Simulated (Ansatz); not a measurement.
Consider W.

```
CELL_PARAMETERS angstrom
3.19460 0.00000 0.00000
0.00000 3.19460 0.00000
0.00000 0.00000 3.11474
ATOMIC_POSITIONS crystal
W 0.00000 0.00000 0.00000
W 0.50000 0.50000 0.50000
```

Space group I4/mmm; changed on purpose from its base cell (strain +0.000 along x and y, -0.025 along z, atoms carried along); computed pressure about 5 GPa in this cell.

Level of theory: Ansatz, DFT PBE, scalar-relativistic, plane waves, PAW.

Question: What can the converged valence pseudo-density and electron localisation function tell about the bonding?

Answer: W–W (2.74 Å): the density is about 0.41 e/Å³ at the midpoint; the ELF is about 0.40 at the midpoint.

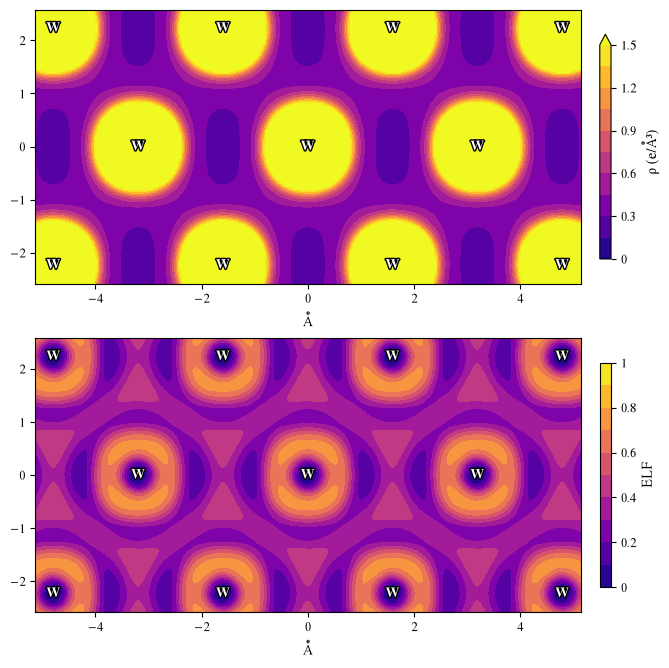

Computed valence pseudo-density and electron localisation function on the (011̄) plane of the conventional cell, in this order. 

The density is the valence pseudo-density of a PAW calculation; it isn't the true density close to the nuclei.
